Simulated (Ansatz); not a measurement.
## Single-point calculation of Hf32O64 (part 1 of 2)

System: Hf32O64 (96 atoms in the cell).
Method: DFT, HSE06, PAW, plane waves (Ansatz 0.2.0).

The structure was built on a prototype by a generator.

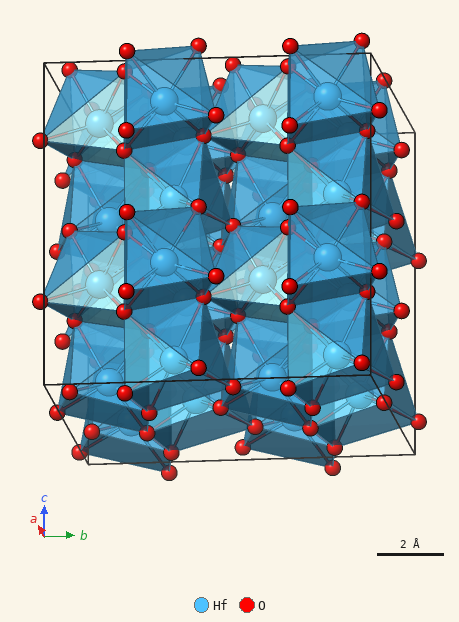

The structure (polyhedral view of the cell of the calculation, seen at an oblique angle; polyhedra are completed across the faces of the cell).

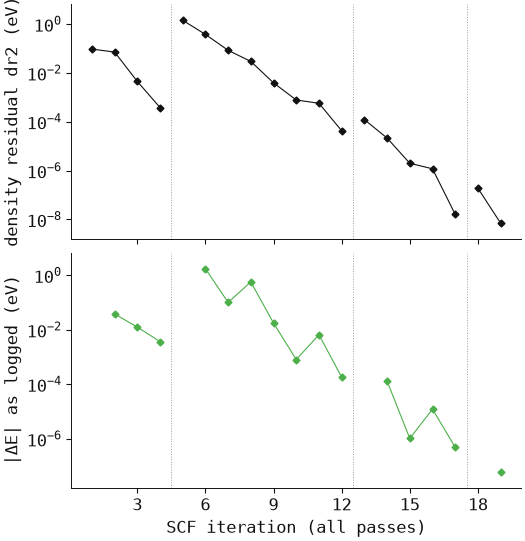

Convergence of the self-consistent field: density residual dr2 and size of the energy change against the SCF iteration. The run starts with a semilocal functional; after that each stretch between dotted lines is one SCF of the hybrid functional between two exact rebuilds of the exchange operator by the outer loop. Early passes are stopped at a loose threshold. The passes take 4, 8, 5 and 2 iterations.

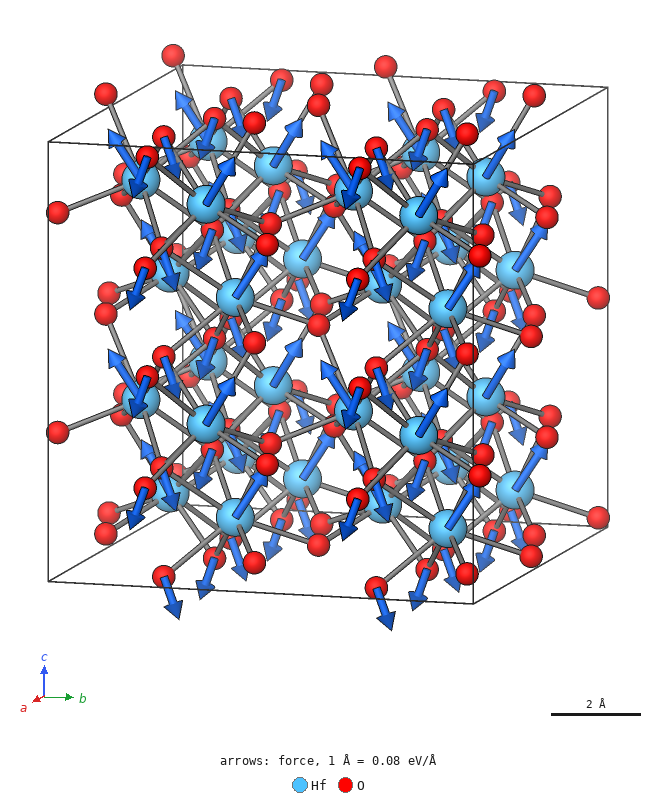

Forces on the atoms as blue arrows (ball-and-stick view of the cell of the calculation, seen slightly off an axis; bonded neighbours outside the cell are drawn too). The largest act on all 32 Hf atoms (0.11 eV/Å); O65, O66, O67, O68, O69, O70 and 26 more (0.08 eV/Å). Atoms are counted from 1 in the order of the input and aren't labelled in the picture. 

The input and output of the run follow.

**The input**
```yaml
crystal:
  lattice:
    - [10.456577, 0.000000, 0.000000]
    - [0.000000, 10.034553, 0.000000]
    - [0.000000, 0.000000, 10.083143]
  atoms:
    - { symbol: Hf, position: [0.016456, 0.133778, 0.123855] }
    - { symbol: Hf, position: [0.016456, 0.133778, 0.623855] }
    - { symbol: Hf, position: [0.016456, 0.633778, 0.123855] }
    - { symbol: Hf, position: [0.016456, 0.633778, 0.623855] }
    - { symbol: Hf, position: [0.516456, 0.133778, 0.123855] }
    - { symbol: Hf, position: [0.516456, 0.133778, 0.623855] }
    - { symbol: Hf, position: [0.516456, 0.633778, 0.123855] }
    - { symbol: Hf, position: [0.516456, 0.633778, 0.623855] }
    - { symbol: Hf, position: [0.483544, 0.366222, 0.373855] }
    - { symbol: Hf, position: [0.483544, 0.366222, 0.873855] }
    - { symbol: Hf, position: [0.483544, 0.866222, 0.373855] }
    - { symbol: Hf, position: [0.483544, 0.866222, 0.873855] }
    - { symbol: Hf, position: [0.983544, 0.366222, 0.373855] }
    - { symbol: Hf, position: [0.983544, 0.366222, 0.873855] }
    - { symbol: Hf, position: [0.983544, 0.866222, 0.373855] }
    - { symbol: Hf, position: [0.983544, 0.866222, 0.873855] }
    - { symbol: Hf, position: [0.266456, 0.366222, 0.123855] }
    - { symbol: Hf, position: [0.266456, 0.366222, 0.623855] }
    - { symbol: Hf, position: [0.266456, 0.866222, 0.123855] }
    - { symbol: Hf, position: [0.266456, 0.866222, 0.623855] }
    - { symbol: Hf, position: [0.766456, 0.366222, 0.123855] }
    - { symbol: Hf, position: [0.766456, 0.366222, 0.623855] }
    - { symbol: Hf, position: [0.766456, 0.866222, 0.123855] }
    - { symbol: Hf, position: [0.766456, 0.866222, 0.623855] }
    - { symbol: Hf, position: [0.233544, 0.133778, 0.373855] }
    - { symbol: Hf, position: [0.233544, 0.133778, 0.873855] }
    - { symbol: Hf, position: [0.233544, 0.633778, 0.373855] }
    - { symbol: Hf, position: [0.233544, 0.633778, 0.873855] }
    - { symbol: Hf, position: [0.733544, 0.133778, 0.373855] }
    - { symbol: Hf, position: [0.733544, 0.133778, 0.873855] }
    - { symbol: Hf, position: [0.733544, 0.633778, 0.373855] }
    - { symbol: Hf, position: [0.733544, 0.633778, 0.873855] }
    - { symbol: O, position: [0.183989, 0.035841, 0.055033] }
    - { symbol: O, position: [0.183989, 0.035841, 0.555033] }
    - { symbol: O, position: [0.183989, 0.535841, 0.055033] }
    - { symbol: O, position: [0.183989, 0.535841, 0.555033] }
    - { symbol: O, position: [0.683989, 0.035841, 0.055033] }
    - { symbol: O, position: [0.683989, 0.035841, 0.555033] }
    - { symbol: O, position: [0.683989, 0.535841, 0.055033] }
    - { symbol: O, position: [0.683989, 0.535841, 0.555033] }
    - { symbol: O, position: [0.316011, 0.464159, 0.305033] }
    - { symbol: O, position: [0.316011, 0.464159, 0.805033] }
    - { symbol: O, position: [0.316011, 0.964159, 0.305033] }
    - { symbol: O, position: [0.316011, 0.964159, 0.805033] }
    - { symbol: O, position: [0.816011, 0.464159, 0.305033] }
    - { symbol: O, position: [0.816011, 0.464159, 0.805033] }
    - { symbol: O, position: [0.816011, 0.964159, 0.305033] }
    - { symbol: O, position: [0.816011, 0.964159, 0.805033] }
    - { symbol: O, position: [0.433989, 0.464159, 0.055033] }
    - { symbol: O, position: [0.433989, 0.464159, 0.555033] }
    - { symbol: O, position: [0.433989, 0.964159, 0.055033] }
    - { symbol: O, position: [0.433989, 0.964159, 0.555033] }
    - { symbol: O, position: [0.933989, 0.464159, 0.055033] }
    - { symbol: O, position: [0.933989, 0.464159, 0.555033] }
    - { symbol: O, position: [0.933989, 0.964159, 0.055033] }
    - { symbol: O, position: [0.933989, 0.964159, 0.555033] }
    - { symbol: O, position: [0.066011, 0.035841, 0.305033] }
    - { symbol: O, position: [0.066011, 0.035841, 0.805033] }
    - { symbol: O, position: [0.066011, 0.535841, 0.305033] }
    - { symbol: O, position: [0.066011, 0.535841, 0.805033] }
    - { symbol: O, position: [0.566011, 0.035841, 0.305033] }
    - { symbol: O, position: [0.566011, 0.035841, 0.805033] }
    - { symbol: O, position: [0.566011, 0.535841, 0.305033] }
    - { symbol: O, position: [0.566011, 0.535841, 0.805033] }
    - { symbol: O, position: [0.383028, 0.229850, 0.249612] }
    - { symbol: O, position: [0.383028, 0.229850, 0.749612] }
    - { symbol: O, position: [0.383028, 0.729850, 0.249612] }
    - { symbol: O, position: [0.383028, 0.729850, 0.749612] }
    - { symbol: O, position: [0.883028, 0.229850, 0.249612] }
    - { symbol: O, position: [0.883028, 0.229850, 0.749612] }
    - { symbol: O, position: [0.883028, 0.729850, 0.249612] }
    - { symbol: O, position: [0.883028, 0.729850, 0.749612] }
    - { symbol: O, position: [0.133028, 0.270150, 0.249612] }
    - { symbol: O, position: [0.133028, 0.270150, 0.749612] }
    - { symbol: O, position: [0.133028, 0.770150, 0.249612] }
    - { symbol: O, position: [0.133028, 0.770150, 0.749612] }
    - { symbol: O, position: [0.633028, 0.270150, 0.249612] }
    - { symbol: O, position: [0.633028, 0.270150, 0.749612] }
    - { symbol: O, position: [0.633028, 0.770150, 0.249612] }
    - { symbol: O, position: [0.633028, 0.770150, 0.749612] }
    - { symbol: O, position: [0.116972, 0.270150, 0.499612] }
    - { symbol: O, position: [0.116972, 0.270150, 0.999612] }
    - { symbol: O, position: [0.116972, 0.770150, 0.499612] }
    - { symbol: O, position: [0.116972, 0.770150, 0.999612] }
    - { symbol: O, position: [0.616972, 0.270150, 0.499612] }
    - { symbol: O, position: [0.616972, 0.270150, 0.999612] }
    - { symbol: O, position: [0.616972, 0.770150, 0.499612] }
    - { symbol: O, position: [0.616972, 0.770150, 0.999612] }
    - { symbol: O, position: [0.366972, 0.229850, 0.499612] }
    - { symbol: O, position: [0.366972, 0.229850, 0.999612] }
    - { symbol: O, position: [0.366972, 0.729850, 0.499612] }
    - { symbol: O, position: [0.366972, 0.729850, 0.999612] }
    - { symbol: O, position: [0.866972, 0.229850, 0.499612] }
    - { symbol: O, position: [0.866972, 0.229850, 0.999612] }
    - { symbol: O, position: [0.866972, 0.729850, 0.499612] }
    - { symbol: O, position: [0.866972, 0.729850, 0.999612] }
kpoints:
  mp_grid: { grid: [1, 1, 1] }
hamiltonian:
  xc: hse06
scf:
  occupations: { method: fermi_dirac, width: 0.01 }
output:
  forces: true
  eigenvalues: true
  populations: true
  eigenstates: { kpoints: [[0, 0, 0]], e_range: [-6.0, 6.0], localisation: true }
```

Run as:
```bash
ansatz run in.yaml --threads 8 --pin off --max-ram 118750MiB --runs-dir r --events-out ev --progress --plain --backend cuda --devices 0,
```

**Output**
```
Pseudopotentials: kind: paw
Functional definition: HSE06
  parameter a = 0.25
  parameter omega = 0.11/bohr
  exchange = pbe_x - a*pbe_x_sr(omega) + a*exact_x_sr(omega)
  correlation = pbe_c
Crystal: 96 atoms, lattice volume = 1057.995 Å³
Basis set: ecut = 420 eV, 20751 PW (Γ), exchange–correlation on 144×144×144 points (8 copies of the dense FFT grid, shifted against one another)
Bands: 730, of which v1, the nominal top of the filled ones, is band 608 counted from 1 (607 counted from 0)
Symmetry: 32 space group operations
Space group: Pca21 (ITA 29), of the structure as read, at distance tolerance 1.0e-4 Å
k-points: 1
Non-local potential: Hf, projectors of the file, l = 0: 3, l = 1: 2, l = 2: 2, l = 3: 3
Non-local potential: O, projectors of the file, l = 0: 2, l = 1: 2, l = 2: 1
PAW form: soft (Blöchl's): semilocal exchange-correlation on the pseudo side does not see the compensation charge
PAW frozen core: Hf, regenerated for the run's functional, and the local potential with it (the file was generated under x = pbe(κ = 0.804, μ = 0.2195149727645171), c = pbe(β = 0.06672455060314922))
PAW frozen core: O, regenerated for the run's functional, and the local potential with it (the file was generated under x = pbe(κ = 0.804, μ = 0.2195149727645171), c = pbe(β = 0.06672455060314922))
PAW one-centre angular grid: Hf, 590 points (default); XC on 64 Gauss nodes
PAW one-centre angular grid: O, 110 points (default); XC on 96 Gauss nodes
Initial density: superposition of atomic densities (neutral atoms: chi_scale 0, normalization atom), corrected by the library's trained network
Initial wavefunctions: pseudopotential atomic-orbital guess
Functional: x = pbe(κ = 0.804, μ = 0.2195149727645171), c = pbe(β = 0.06672455060314922), warm-up for x = pbe(κ = 0.804, μ = 0.2195149727645171) + 0.25 (exact − pbe) at short range (hse, ω = 0.20786987370883472 Å⁻¹), c = pbe(β = 0.06672455060314922); HSE06 as pw.x's `hse` composes it (authors' and Libxc's form: `xc: wpbeh`)
SCF iter   1: F=—  HF=-539569.997420 eV  |F-HF|=—  |Δ(HF+E_count)|=         —  Δρ=3.57e-3  dr2=9.40e-2  ethr=1.77e-3  ⟨swp⟩=6.0  Hψ=2866  notcnv=0
preconditioner: auto → none  [insulator: Δε(μ)=4.591 eV  Ē_g=18.155 eV  σ=0.010 eV  W_gap=1.00  n_scr=400 (ndim 8)  ℏωp=38.7 eV  f_vac=0.038  D(μ)=0.00/eV (n_scr^D=0)]
SCF iter   2: F=—  HF=-539570.035375 eV  |F-HF|=—  |Δ(HF+E_count)|=   3.80e-2  Δρ=2.94e-3  dr2=7.12e-2  ethr=7.73e-6  ⟨swp⟩=6.0  Hψ=2559  notcnv=0
iter 3 solved again at ethr=3.67e-7 eV; its pass at ethr=5.86e-6 eV (dr2=4.47e-3 eV) is discarded
SCF iter   3: F=—  HF=-539570.022891 eV  |F-HF|=—  |Δ(HF+E_count)|=   1.25e-2  Δρ=1.07e-3  dr2=4.48e-3  ethr=3.67e-7  ⟨swp⟩=5.0  Hψ=3296  notcnv=0  defer=1
SCF iter   4: F=-539570.027054 eV  HF=-539570.026581 eV  |F-HF|=4.74e-4  |Δ(HF+E_count)|=   3.69e-3  Δρ=3.60e-4  dr2=3.81e-4  ethr=3.67e-7  ⟨swp⟩=5.0  Hψ=1776  notcnv=0  defer=1
SCF 1 stopped early in 4 iterations: F = -539570.027054 eV  dr2 = 3.81e-4
  greatest PAW one-centre occupation: 0.999 electrons in one spin orbital (limit 2), on the Hf atom at site 31 (counted from 0), in its partial waves of l = 0
Initial density: handed on by an earlier stage of this run
Initial wavefunctions: those handed on with the density
Functional: x = pbe(κ = 0.804, μ = 0.2195149727645171) + 0.25 (exact − pbe) at short range (hse, ω = 0.20786987370883472 Å⁻¹), c = pbe(β = 0.06672455060314922); HSE06 as pw.x's `hse` composes it (authors' and Libxc's form: `xc: wpbeh`)
Exchange kernel: α = 0.2500, screened, ω = 0.2079 Å⁻¹, Wigner–Seitz truncation, v(0) = 914.5774 eV·Å³, q-mesh 1×1×1, nearest image of the exchange supercell L = 10.03 Å, pair-density grid 60×60×60, without the augmentation charges, whose exchange is taken in its separable form (sized by the pseudopotential files, 72×72×72 at the most), smooth part of the exact exchange by density-matrix convolutio
Frozen-core exchange: fock
SCF iter   1: F=—  HF=-539577.954202 eV  |F-HF|=—  |Δ(HF+E_count)|=         —  Δρ=1.12e-2  dr2=1.42e0  ethr=3.13e-7  ⟨swp⟩=7.0  Hψ=3879  notcnv=0
preconditioner: auto → none  [insulator: Δε(μ)=6.402 eV  Ē_g=21.634 eV  σ=0.010 eV  W_gap=1.00  n_scr=400 (ndim 8)  ℏωp=38.7 eV  f_vac=0.040  D(μ)=0.00/eV (n_scr^D=0)]
SCF iter   2: F=—  HF=-539576.229995 eV  |F-HF|=—  |Δ(HF+E_count)|=    1.72e0  Δρ=7.56e-3  dr2=3.77e-1  ethr=3.13e-7  ⟨swp⟩=6.0  Hψ=3508  notcnv=0
SCF iter   3: F=—  HF=-539576.128724 eV  |F-HF|=—  |Δ(HF+E_count)|=   1.01e-1  Δρ=2.18e-3  dr2=8.38e-2  ethr=3.13e-7  ⟨swp⟩=5.0  Hψ=2936  notcnv=0
SCF iter   4: F=—  HF=-539576.696392 eV  |F-HF|=—  |Δ(HF+E_count)|=   5.68e-1  Δρ=1.60e-3  dr2=2.94e-2  ethr=3.13e-7  ⟨swp⟩=5.0  Hψ=2927  notcnv=0
SCF iter   5: F=—  HF=-539576.678926 eV  |F-HF|=—  |Δ(HF+E_count)|=   1.75e-2  Δρ=6.13e-4  dr2=3.90e-3  ethr=3.13e-7  ⟨swp⟩=5.0  Hψ=2690  notcnv=0
SCF iter   6: F=—  HF=-539576.678116 eV  |F-HF|=—  |Δ(HF+E_count)|=   8.09e-4  Δρ=1.65e-4  dr2=7.76e-4  ethr=2.19e-7  ⟨swp⟩=4.0  Hψ=1582  notcnv=0
SCF iter   7: F=—  HF=-539576.684660 eV  |F-HF|=—  |Δ(HF+E_count)|=   6.54e-3  Δρ=2.11e-4  dr2=5.69e-4  ethr=1.07e-8  ⟨swp⟩=5.0  Hψ=2627  notcnv=0
SCF iter   8: F=-539576.684445 eV  HF=-539576.684477 eV  |F-HF|=3.22e-5  |Δ(HF+E_count)|=   1.83e-4  Δρ=5.68e-5  dr2=4.27e-5  ethr=1.07e-8  ⟨swp⟩=5.0  Hψ=1814  notcnv=0
SCF 2 stopped early in 8 iterations: F = -539576.684445 eV  dr2 = 4.27e-5
  Residual-converged pass: ⟨swp⟩=5.0  Hψ=2103  notcnv=0  max |occ|·‖R‖ = 6.3e-6 eV (tolerance 6.7e-6 eV)  dr2=4.42e-5  dr2_onsite=5.19e-6  max |Δocc| = 0.0e0
  greatest PAW one-centre occupation: 1.003 electrons in one spin orbital (limit 2), on the Hf atom at site 31 (counted from 0), in its partial waves of l = 0
hybrid outer 1: dexx = +6.080e-1 eV, tail = 1.64e-2 eV
```
